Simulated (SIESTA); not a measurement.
**A series of single points on W**

System: W (Im-3m, 1 atom in the cell).
Method: Kohn-Sham DFT of a periodic cell, PBEsol, PseudoDojo 0.4 standard, converted to PSML, no spin polarisation (SIESTA 5.4.2).

The 7 runs differ only in the geometry, by an even scaling of the cell at fixed fractional positions. The structure derives from an entry of the Crystallography Open Database.

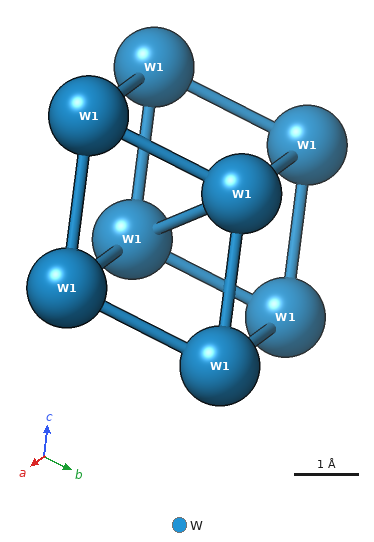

Figure 1. The structure of run 4 (ball-and-stick view of the cell of the calculation, seen slightly off an axis; atoms are numbered from 1 in the order of the input). An atom can appear more than once, as a periodic image.

### Input of run 4
```
SystemName                      Tungsten
SystemLabel                     W
NumberOfSpecies                 1
NumberOfAtoms                   1
%block ChemicalSpeciesLabel
  1  74 W
%endblock ChemicalSpeciesLabel

LatticeConstant                 1.0 Ang
%block LatticeVectors
    -1.5823450000     1.5823450000     1.5823450000
     1.5823450000    -1.5823450000     1.5823450000
     1.5823450000     1.5823450000    -1.5823450000
%endblock LatticeVectors
AtomicCoordinatesFormat         Fractional
%block AtomicCoordinatesAndAtomicSpecies
     0.0000000000     0.0000000000     0.0000000000  1  W
%endblock AtomicCoordinatesAndAtomicSpecies

%block kgrid.MonkhorstPack
   12   0   0  0.0
    0  12   0  0.0
    0   0  12  0.0
%endblock kgrid.MonkhorstPack
XC.Functional                   GGA
XC.Authors                      PBEsol
PAO.BasisSize                   DZP
PAO.EnergyShift                 0.003 Ry
Mesh.Cutoff                     800 Ry
OccupationFunction              FD
ElectronicTemperature           0.05 eV
MaxSCFIterations                120
SCF.MustConverge                false
SCF.Mixer.Method                Pulay
SCF.Mixer.Weight                0.25
SCF.Mixer.History               8
SCF.DM.Tolerance                5.0e-05
SCF.H.Tolerance                 1.0e-03 eV
WriteForces                     true
Charge.Mulliken                 end
Charge.Hirshfeld                end
Charge.Voronoi                  end
SaveRho                         true
SaveElectrostaticPotential      true
%block PAO.Basis
  W 5
  n=5 0 2
    3.045 0.000
  n=6 0 2
    7.595 0.000
  n=5 1 2
    3.655 0.000
  n=6 1 1
    7.595
  n=5 2 2
    6.615 0.000
%endblock PAO.Basis
```

Command:
```bash
siesta W.fdf > W.out 2>&1
```

Run 3 has the same physical settings and fractional positions; its lattice vectors (Å) are:
```
  -1.571725    1.571725    1.571725
   1.571725   -1.571725    1.571725
   1.571725    1.571725   -1.571725
```

### Results, with one run withheld

| run | volume per atom (Å³) | free energy per atom, from the lowest run given (meV) | pressure (GPa) |
| --- | --- | --- | --- |
| 1 | 14.897 | 72.93 | 24.86 |
| 2 | 15.214 | 32.61 | 16.08 |
| 3 | 15.531 | ? | ? |
| 4 | 15.848 | 0.00 | 0.86 |
| 5 | 16.165 | 4.80 | −5.55 |
| 6 | 16.482 | 21.73 | −11.42 |
| 7 | 16.798 | 49.44 | −16.52 |

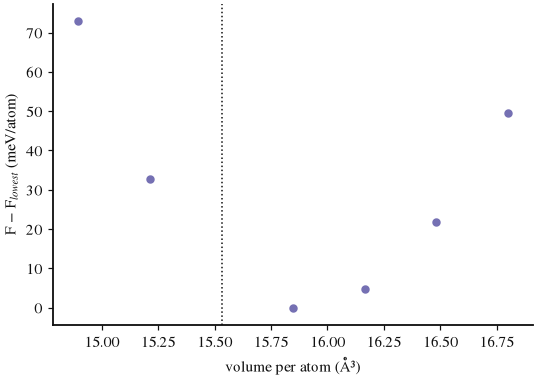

Figure 2. Free energy per atom of the runs given; the dotted line marks run 3.

Estimate the energy of run 3 from the others.

A cubic polynomial in V^(−2/3) (the Birch–Murnaghan form), fitted to the 6 runs given, misses them by at most 0.06 meV per atom. With x = V^(−2/3) − 0.15830 Å⁻², it reads F = −0.05151 + 256.32 x + 1.5023e+06 x² + 9.6315e+05 x³ (meV per atom). At run 3 it gives 8.82 meV per atom, and the run itself gives 8.80. The slope of the fit gives a pressure −dF/dV of 8.08 GPa there, and the run prints 8.18 GPa. The two needn't agree exactly: the fit is approximate, and the printed stress is taken on a finite basis. The fit has its minimum at 15.890 Å³ per atom, where V d²F/dV² gives 337 GPa: the bulk modulus at this level, since symmetry fixes the shape and the positions.

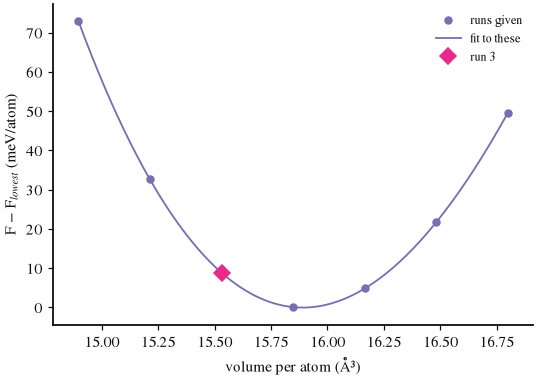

Figure 3. The fit and the withheld run.

### Some lines of the output (run 3)
```
[...]
outcell: Cell volume (Ang**3)        :     15.5306
stepf: Fermi-Dirac step function
siesta: Etot    =     -2062.742987
siesta: FreeEng =     -2062.745527
        iscf     Eharris(eV)        E_KS(eV)     FreeEng(eV)     dDmax    Ef(eV) dHmax(eV)
siesta: E_KS(eV) =            -2063.0998
siesta: E_KS - E_eggbox =     -2063.0998
siesta: Etot    =     -2063.099800
siesta: FreeEng =     -2063.104848
siesta:         Fermi =      -4.653835
siesta: Cell volume =         15.530649 Ang**3
    Orbital volume contribution        =           1.147093 eV
```

Notes: Points of doubt noted for this run: mulliken charges of long orbitals. Spin–orbit coupling is left out, which matters for W. With a small basis of atomic orbitals these values can differ much from converged plane-wave results.
